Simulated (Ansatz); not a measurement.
Tl

```cif
data_structure
_symmetry_space_group_name_H-M 'P 1'
_symmetry_Int_Tables_number 1
_cell_length_a 6.4814
_cell_length_b 6.4814
_cell_length_c 6.4814
_cell_angle_alpha 90.000
_cell_angle_beta 90.000
_cell_angle_gamma 90.000
_cell_volume 272.28
loop_
_atom_site_label
_atom_site_type_symbol
_atom_site_fract_x
_atom_site_fract_y
_atom_site_fract_z
_atom_site_occupancy
Tl1 Tl 0.00000 0.00000 0.00000 1
Tl2 Tl 0.50000 0.50000 0.50000 1
Tl3 Tl 0.25000 0.00000 0.50000 1
Tl4 Tl 0.75000 0.00000 0.50000 1
Tl5 Tl 0.50000 0.25000 0.00000 1
Tl6 Tl 0.50000 0.75000 0.00000 1
Tl7 Tl 0.00000 0.50000 0.25000 1
Tl8 Tl 0.00000 0.50000 0.75000 1
```

Space group Pm-3n; set up as Tl, A15; a generated structure, not necessarily the stable one.

Theory: DFT, RPBE, plane waves (420 eV) with PAW, scalar-relativistic (Ansatz 0.2.0).

Q: What will maps of the valence pseudo-density and electron localisation function show?

A: Tl–Tl (3.24 Å): ρ is about 0.16 e/Å³ halfway; the ELF is about 0.20 at the midpoint (no shared electron pair shows on this line).

Q: Does the calculation make it a metal, or give it a gap?

A: It is gapless in this calculation (a metal or semimetal).

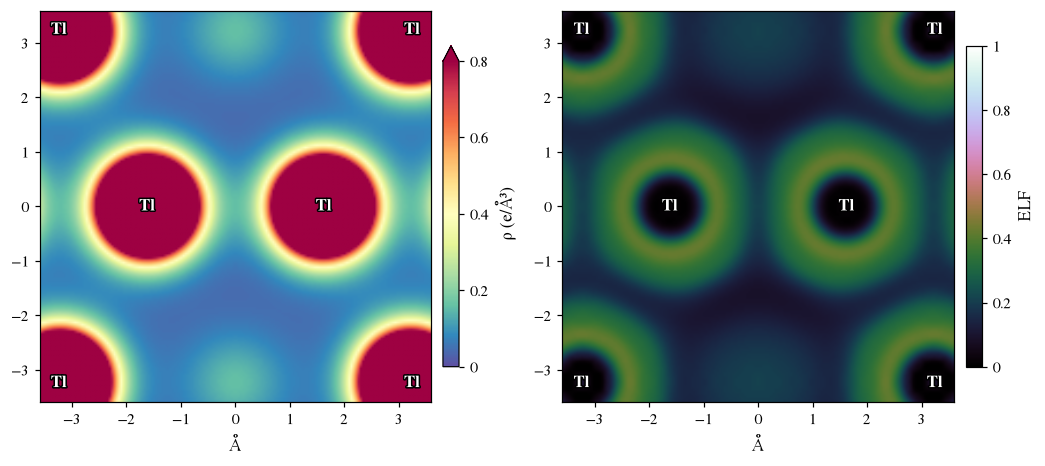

Computed valence pseudo-density and electron localisation function on the (010) plane of the conventional cell, in this order. 

The density is the valence pseudo-density of a PAW calculation; it isn't the true density close to the nuclei.
